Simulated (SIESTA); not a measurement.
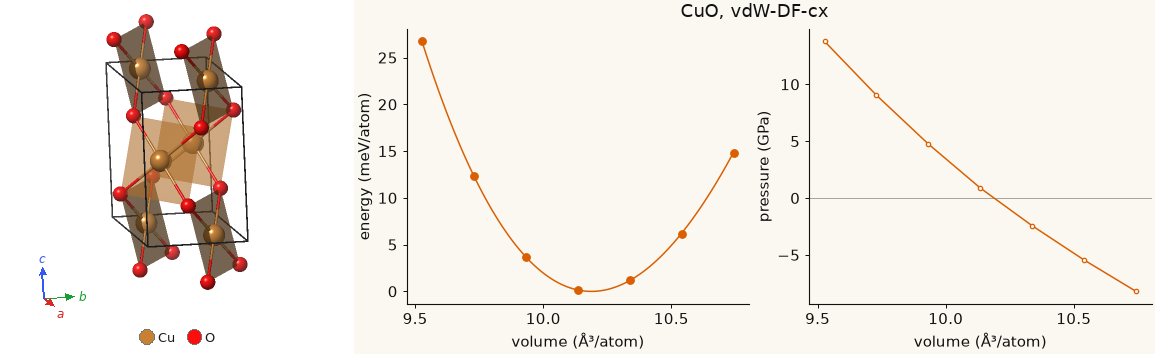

Computed with SIESTA 5.4.2: DFT in numerical atomic orbitals with pseudopotentials, no spin polarisation; energies at scaled volumes of the given cell, shape and fractions fixed, counted from the fit's minimum, third-order Birch-Murnaghan fit. Level: vdW-DF-cx.

- k mesh: 10×10×5
- occupations: Fermi–Dirac
- smearing width: 0.05 eV
- potentials: PseudoDojo 0.4 standard, converted to PSML, two zetas on semicore shells
- program settings: basis DZP, mesh cutoff 800 Ry

Cell as given: a = 2.900 Å, b = 2.900 Å, c = 5.129 Å, α = 97.69°, β = 97.69°, γ = 72.31°; 4 atoms.

Caption: Energy and pressure against volume for CuO, space group C2/c (No. 15). The conventional cell is drawn beside the plot.

A third-order Birch–Murnaghan fit gives V0 = 10.19 Å³/atom, B0 = 175 GPa and B′ = 4.9. The energy is 26.75 meV/atom at volume 9.53 Å³/atom and 14.86 meV/atom at 10.74 Å³/atom; the lowest computed point is at volume 10.13 Å³/atom (0.16 meV/atom), in a single well. The pressure falls from 13.79 GPa at volume 9.53 Å³/atom to −8.20 GPa at 10.74 Å³/atom, and changes sign near 10.19 Å³/atom.

Caveats: mulliken charges of long orbitals; short basis over semicore shells; shape and atomic fractions are frozen while scaling, which makes layered, chain and framework solids too stiff.
